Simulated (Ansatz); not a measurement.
Si$_{33}$C$_{31}$: several calculations on one system

**1. Relaxation**

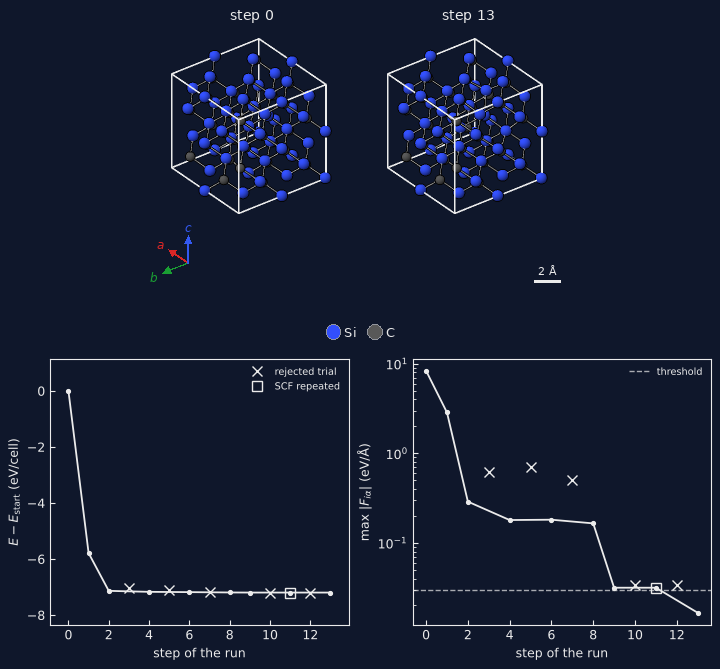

First and last geometry of a relaxation of a defect cell of composition Si33C31 (cell charge +2), with the history of the run. The picture is a ball-and-stick view of the cell of the calculation (origin shifted), seen from a free direction.

The atoms of the start lie slightly off their symmetric places, so part of the fall in energy undoes that.

Theory: DFT, PBEsol, PAW, plane waves in Ansatz 0.2.0. Set-up: plane-wave cutoff 420 eV; k-point mesh 1 × 1 × 1; mesh shifted by (0.25, 0.25, 0.25); no spin polarisation; atoms relaxed in a fixed cell; force threshold 0.03 eV/Å; at most 80 steps.

Did the run converge, and what did it change?

It converged. Over 7 accepted moves (13 points after the start) the energy falls by 7.196 eV per cell of the calculation. The largest force component goes from 8.3 to 0.017 eV/Å. The line search rejected the trial steps at points 3, 5, 7, 10, 12 of the run. 1 step only repeated the SCF at the same geometry. The largest move is that of a Si atom, 0.38 Å roughly along [2 2 −1]. By element the largest moves are Si 0.38 Å, C 0.13 Å. The lattice vectors keep their values. Among the contacts that change: Si–Si 3.034 → 3.626 Å, Si–Si 3.059 → 3.616 Å, Si–Si 3.061 → 3.584 Å, Si–Si 3.087 → 3.603 Å. Among the angles between lasting bonds that change: Si–Si–C 111.1° → 96.5°, Si–Si–C 109.9° → 95.9°, Si–C–Si 111.4° → 99.3°.

```
step  E − E(0), meV/atom  largest force component, eV/Å                         note
   0                0.00                         8.3400                             
   1              -90.42                         2.8540                             
   2             -111.48                         0.2888                             
   3             -109.86                         0.6122                     rejected
   4             -112.03                         0.1798                             
   5             -110.77                         0.7043                     rejected
   6             -112.19                         0.1814                             
   7             -111.97                         0.4990                     rejected
   8             -112.37                         0.1650                             
   9             -112.43                         0.0316                             
  10             -112.43                         0.0338                     rejected
  11             -112.43                         0.0316  same geometry, SCF repeated
  12             -112.43                         0.0338                     rejected
  13             -112.43                         0.0166
```

Limits of the set-up: the cell is charged, on a uniform background, and energies carry no finite-size correction.

**2. Relaxation**

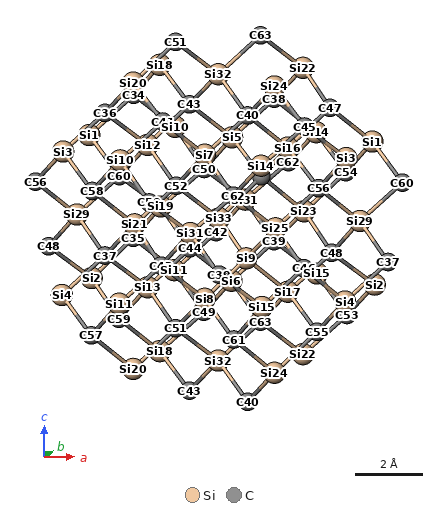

This is the input geometry for a relaxation of a defect cell of composition Si33C31 (cell charge −2). The picture is a ball-and-stick view of the atoms within 5.8 Å of the atom that moves most (axes of the cell of the calculation (origin shifted)), seen slightly off an axis.

The atoms of the start lie slightly off their symmetric places, so part of the fall in energy undoes that.

The calculation used Ansatz 0.2.0, DFT, PBEsol, PAW, plane waves.

Set-up: plane-wave cutoff 420 eV; k-point mesh 1 × 1 × 1; mesh shifted by (0.25, 0.25, 0.25); no spin polarisation; atoms relaxed in a fixed cell; force threshold 0.03 eV/Å; at most 80 steps.

```xyz
64
Lattice="8.7137 0.0000 0.0000 0.0000 8.7137 0.0000 0.0000 0.0000 8.7137" Properties=species:S:1:pos:R:3 pbc="T T T"
Si    8.6769    0.0025    8.6969
Si    0.0341    0.0131    4.3449
Si    0.0012    4.3791    8.7045
Si    8.6744    4.3813    4.3364
Si    4.3564    0.0195    0.0111
Si    4.3400    8.7032    4.3634
Si    4.3668    4.3463    8.7119
Si    4.3615    4.3500    4.3259
Si    5.4303    5.4388    5.4523
Si    2.1812    2.1951    0.0264
Si    2.1506    2.1985    4.3781
Si    2.1829    6.5354    8.7028
Si    2.1866    6.5344    4.3706
Si    6.5261    2.1613    8.6798
Si    6.5493    2.1784    4.3811
Si    6.4971    6.5356    0.0048
Si    6.5041    6.4983    4.3366
Si    2.1277    0.0279    2.1667
Si    2.1592    0.0182    6.5716
Si    2.1616    4.3592    2.1402
Si    2.1993    4.3695    6.5393
Si    6.5352    0.0360    2.1746
Si    6.5797    8.7022    6.5288
Si    6.5105    4.3523    2.1227
Si    6.5417    4.3522    6.5195
Si    0.0395    2.1876    2.1888
Si    0.0007    2.1736    6.5299
Si    8.7077    6.5669    2.2000
Si    0.0014    6.5465    6.5344
Si    4.3933    2.1893    2.1950
Si    4.3421    2.1589    6.5798
Si    4.3553    6.5477    2.1883
Si    4.3859    6.5229    6.5179
C     1.1211    1.0739    1.1097
C     1.0999    1.1170    5.4651
C     1.0814    5.4294    1.0695
C     1.0891    5.4132    5.4435
C     5.4414    1.0930    1.0871
C     5.4386    1.0930    5.4664
C     5.4686    5.4782    1.0845
C     3.2860    3.2666    1.1073
C     3.2387    3.2342    5.4398
C     3.2576    7.6259    1.1206
C     3.2690    7.6276    5.4519
C     7.6497    3.2532    1.0562
C     7.6163    3.3063    5.4518
C     7.5859    7.6071    1.1152
C     7.6428    7.5952    5.4200
C     3.2708    1.1303    3.2638
C     3.2948    1.0674    7.6165
C     3.2617    5.4233    3.2793
C     3.2706    5.4665    7.6094
C     7.6840    1.0961    3.2689
C     7.6575    1.0506    7.6200
C     7.6094    5.4422    3.2673
C     7.6531    5.4771    7.6353
C     1.0855    3.2611    3.2649
C     1.1140    3.2468    7.6620
C     1.0848    7.6397    3.2576
C     1.0991    7.6288    7.6001
C     5.4681    3.2896    3.2351
C     5.4532    3.2941    7.6125
C     5.4522    7.6032    3.2727
C     5.4675    7.6472    7.6950
```

> What does the optimiser find from here?

The largest moves, 0.32 Å, are those of Si17 and Si33. Si33 goes along [−1 1 1]. Largest moves by element: Si 0.32 Å, C 0.11 Å. The cell stays as it was. Near-neighbour distances that change, for instance: Si17–Si33 3.041 → 3.548 Å, Si8–Si17 3.034 → 3.539 Å, Si17–Si25 3.061 → 3.546 Å, Si8–Si25 3.093 → 3.538 Å. Among the angles between lasting bonds that change: Si2–C48–Si17 111.4° → 100.8°, Si9–Si33–C64 111.9° → 102.1°, Si9–Si17–C55 111.1° → 102.5°. The energy falls by 6.275 eV per cell of the calculation in 5 geometry steps. Largest force component: 7.3 eV/Å at the start, 0.022 eV/Å at the end. Cost: 20 s on 7 threads of Arm Neoverse-V2, peak memory 1.2 GiB.

After the run, drawn alike:

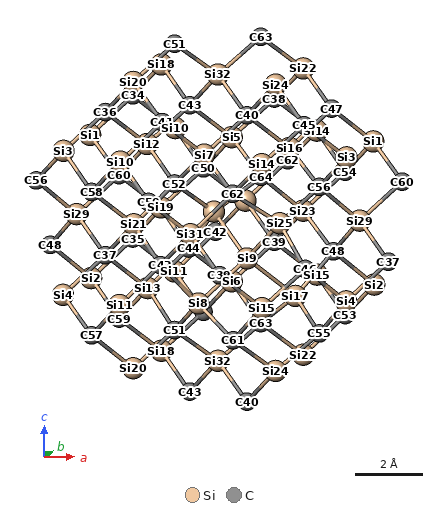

Limits of the set-up: the cell is charged, on a uniform background, and energies carry no finite-size correction.

**3. Defect**

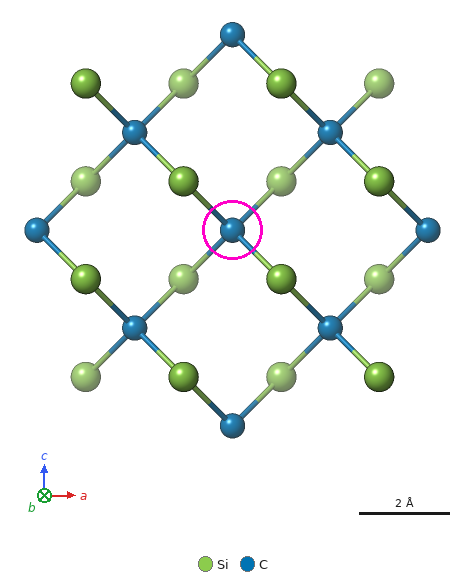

Perfect SiC. The picture is a ball-and-stick view of the atoms within 5.4 Å of one point, in a slice 3.4 Å thick across the line of sight, seen along the b axis.

Computed with DFT, PBEsol, PAW, plane waves (Ansatz). (plane-wave cutoff 420 eV; k-point mesh 1 × 1 × 1; mesh shifted by (0.25, 0.25, 0.25); no spin polarisation) Fermi-Dirac smearing of 0.01 eV. A uniform background neutralises the charged cell. The axes drawn are those of the host's conventional cell.

A carbon atom is replaced by silicon at the ringed place, in charge state +2. The supercell has 64 sites, and the atoms are relaxed at the host's cell.

Question: How do the neighbours respond?

Answer: In the host the C atom has 4 Si at 1.89 Å; the Si atom ends with 4 Si at 2.16 to 2.29 Å. Of the host's atoms, a silicon atom moves furthest from its site, by 0.34 Å. The Si atom itself moves 0.07 Å from where it was put.

The relaxed defect, seen from the same direction:

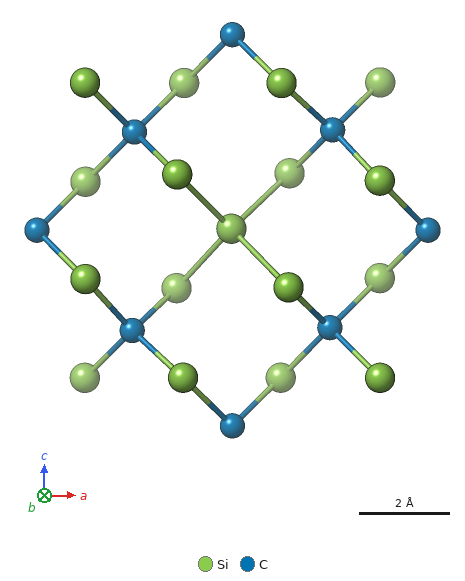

Limits of the set-up: the cell is charged, on a uniform background, and energies carry no finite-size correction.
